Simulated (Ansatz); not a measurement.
**Energy of Ni along an even scaling of the cell**

System: Ni (P6₃/mmc, 2 atoms in the cell).
Method: DFT, revPBE, plane waves (420 eV) with PAW, scalar-relativistic, spin-polarised (Ansatz 0.2.0).

The 8 runs differ only in the geometry, by an even scaling of the cell at fixed fractional positions.

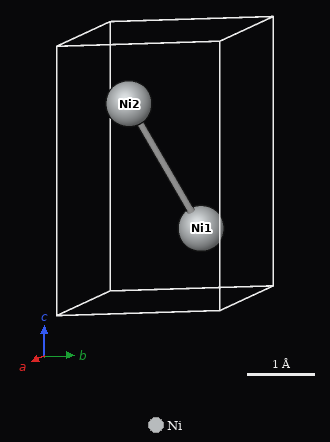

Figure 1. The structure of run 5 (ball-and-stick view of the cell of the calculation, seen slightly off an axis; atoms are numbered from 1 in the order of the input).

## Input of run 5
```yaml
crystal:
  lattice:
    - [2.506582328, 0.0, 0.0]
    - [-1.253291164, 2.1707639727, 0.0]
    - [0.0, 0.0, 4.1050009451]
  atoms:
    - { symbol: Ni, position: [0.3333333333, 0.6666666667, 0.25], spin: 0.7 }
    - { symbol: Ni, position: [0.6666666667, 0.3333333333, 0.75], spin: 0.7 }
hamiltonian:
  xc: revpbe
  pseudopotentials:
    kind: paw
    azcp:
      Ni: "pseudopotentials/Ni.paw.azcp"
basis:
  ecutwfc: 420
  fft_grid_basis: typed
kpoints:
  mp_grid: { grid: [16, 16, 9], shift: [0, 0, 0] }
magnetization:
  spin_polarized: true
scf:
  occupations: { method: fermi_dirac, width: 0.05 }
  lower_state_search: "off"
output:
  stress: true
  write_density: true
  write_potential: true
  elf: true
  volumetric_format: npy
```

Run 6 differs from it as follows:
```diff
-    - [2.506582328, 0.0, 0.0]
-    - [-1.253291164, 2.1707639727, 0.0]
-    - [0.0, 0.0, 4.1050009451]
+    - [2.539567457, 0.0, 0.0]
+    - [-1.2697837285, 2.1993299324, 0.0]
+    - [0.0, 0.0, 4.1590203103]
```

## Results, with one run withheld

```tsv
run	volume per atom (Å³)	free energy per atom, from the lowest run given (meV)	pressure (GPa)
1	9.828	115.05	31.45
2	10.275	46.47	18.29
3	10.721	10.46	7.96
4	10.721	10.46	7.96
5	11.168	0.00	−0.14
6	11.615	?	?
7	12.062	35.34	−11.64
8	12.508	73.60	−15.64
```

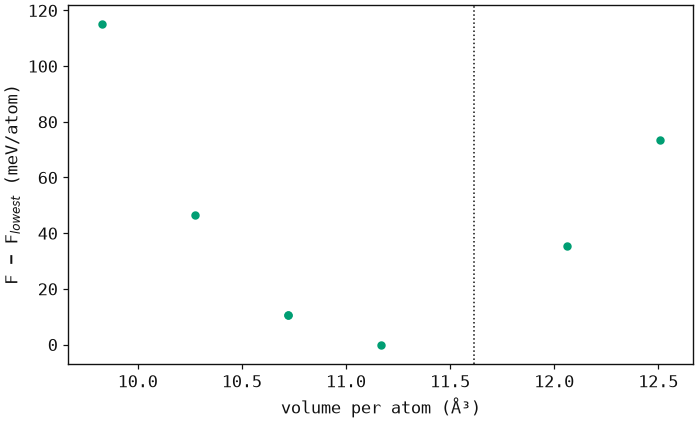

Figure 2. Free energy per atom of the runs given; the dotted line marks run 6.

Fit the runs given and predict run 6.

A cubic polynomial in V^(−2/3) (the Birch–Murnaghan form), fitted to the 7 runs given, misses them by at most 0.04 meV per atom. With x = V^(−2/3) − 0.20239 Å⁻², it reads F = 1.5785 + 1522.3 x + 3.5866e+05 x² + 7.8146e+05 x³ (meV per atom). At run 6 it gives 9.68 meV per atom, and the run itself gives 9.69. The slope of the fit gives a pressure −dF/dV of −6.57 GPa there, and the run prints −6.56 GPa. The fit has its minimum at 11.159 Å³ per atom, where V d²F/dV² gives 181 GPa. Cell shape and fractional positions are held, so this is the stiffness under even scaling; the relaxed bulk modulus wasn't computed.

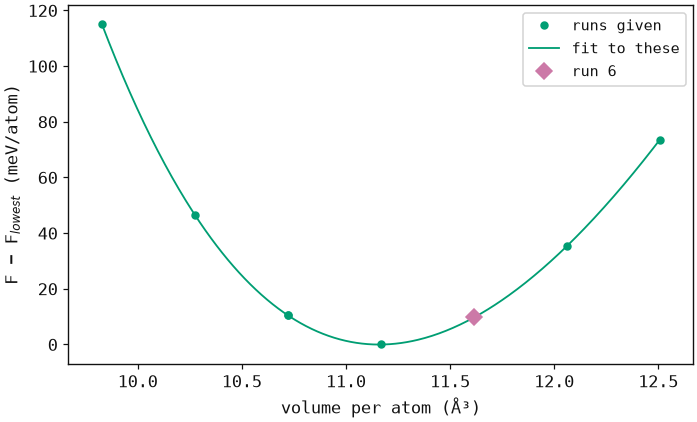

Figure 3. The fit and the withheld run.

## Output, shortened to warnings, some set-up lines, iterations and results (run 6)
```
Basis set: ecut = 420 eV, 463 PW (Γ)
Symmetry: 24 space group operations
k-points: 150 of 2304
Initial density: superposition of atomic densities (chi_scale 0.1, normalization cell)
[...]
SCF iter   1: F=—  HF=-11686.531976 eV  |F-HF|=—  |Δ(HF+E_count)|=         —  Δρ=3.42e-2 (↑3.42e-2 ↓2.31e-2)  dr2=3.81e-1  dr2_m=1.26e-2  M=1.213 μB ∫|m|=1.273 μB  β_m=0.30  …
SCF iter   2: F=—  HF=-11686.519498 eV  |F-HF|=—  |Δ(HF+E_count)|=   1.25e-2  Δρ=1.67e-2 (↑1.67e-2 ↓5.44e-3)  dr2=3.79e-2  dr2_m=1.73e-2  M=1.259 μB ∫|m|=1.337 μB  β_m=1.00  …
SCF iter   3: F=—  HF=-11686.522705 eV  |F-HF|=—  |Δ(HF+E_count)|=   3.21e-3  Δρ=9.14e-3 (↑9.14e-3 ↓2.99e-3)  dr2=1.86e-2  dr2_m=2.75e-3  M=1.250 μB ∫|m|=1.395 μB  β_m=1.00  …
SCF iter   4: F=—  HF=-11686.517704 eV  |F-HF|=—  |Δ(HF+E_count)|=   5.00e-3  Δρ=3.10e-3 (↑2.27e-3 ↓3.10e-3)  dr2=1.80e-4  dr2_m=1.39e-3  M=1.267 μB ∫|m|=1.432 μB  β_m=1.00  …
SCF iter   5: F=—  HF=-11686.521040 eV  |F-HF|=—  |Δ(HF+E_count)|=   3.34e-3  Δρ=2.51e-3 (↑1.26e-3 ↓2.51e-3)  dr2=1.59e-4  dr2_m=7.26e-4  M=1.285 μB ∫|m|=1.457 μB  β_m=1.00  …
[... 6 lines ...]
SCF iter  12: F=—  HF=-11686.530977 eV  |F-HF|=—  |Δ(HF+E_count)|=   3.92e-4  Δρ=2.39e-3 (↑4.69e-4 ↓2.39e-3)  dr2=5.31e-4  dr2_m=4.12e-4  M=1.372 μB ∫|m|=1.564 μB  β_m=0.91  …
SCF iter  13: F=—  HF=-11686.530954 eV  |F-HF|=—  |Δ(HF+E_count)|=   2.35e-5  Δρ=5.88e-4 (↑2.15e-4 ↓5.88e-4)  dr2=2.17e-5  dr2_m=2.94e-5  M=1.379 μB ∫|m|=1.576 μB  β_m=0.74  …
SCF iter  14: F=—  HF=-11686.530954 eV  |F-HF|=—  |Δ(HF+E_count)|=   8.28e-7  Δρ=6.67e-5 (↑3.88e-5 ↓6.67e-5)  dr2=1.56e-7  dr2_m=4.42e-7  M=1.382 μB ∫|m|=1.579 μB  β_m=0.67  …
SCF iter  15: F=-11686.530954 eV  HF=-11686.530954 eV  |F-HF|=6.79e-9  |Δ(HF+E_count)|=   6.39e-8  Δρ=1.20e-5 (↑1.43e-6 ↓1.20e-5)  dr2=1.48e-8  dr2_m=7.39e-9  M=1.382 μB …
SCF 1 converged in 15 iterations: F = -11686.530954 eV  dr2 = 1.48e-8
SCF converged after 15 iterations
Magnetization: 1.3821 μB (18.6911 up, 17.3089 down)
Absolute magnetization: 1.5814 μB (∫|ρ↑−ρ↓|, with the PAW one-centre terms)
Spin contamination: 0.0173 ħ² per cell (⟨S²⟩ above its minimum at these occupations)
Per-site moments (μB) at R_I (Å): [(0.733117232724567, 1.0475715760157758), (0.7331172327245671, 1.0475715760157758)]
Free energy (F): -11686.530954 eV
Harris-Foulkes:  -11686.530954 eV  (|F-HF|=6.79e-9)
Internal energy: -11686.491533 eV  (E = F + TS)
E sigma→0 (E₀):  -11686.511243 eV
Entropy (-TS):   -0.039422 eV (-19.711 meV/atom)
Fermi energy:    16.880109 eV
--- Per-component energies (eV) ---
  E_band       = -612.757249
  E_kinetic    = 561.368834
  E_local      = -7090.181376  (includes V_loc(G=0)·N_el)
  E_nonlocal   = 1272.653007
  E_hartree    = 2956.278675
  E_xc         = -168.282560
  E_vxc        = -216.711427  (∫ρ·V_xc dr)
  E_paw        = -3268.285467  (= ΣΔE_a)
  E_vpaw       = -1052.456470  (= ΣTr[D̂ρ^β])
  E_aug_tail   = 0.000932  (compensation charges beyond the density's cutoff)
  E_ewald      = -5949.980613
  E_core_change = -0.062964  (= ΣΔE_core)
  E_smearing   = -0.039422  (= −TS)
  E_closure    = -0.000000  (closes the sum)
  Σ components = -11686.530954   (vs F -11686.530954, Δ=0.00e0)
--- Stress (GPa, compression-positive) ---
       -6.651711       0.000000       0.000000
        0.000000      -6.651711      -0.000000
        0.000000      -0.000000      -6.377309
  P = ⅓ Tr σ = -6.5602 GPa (-65.602 kbar)
```
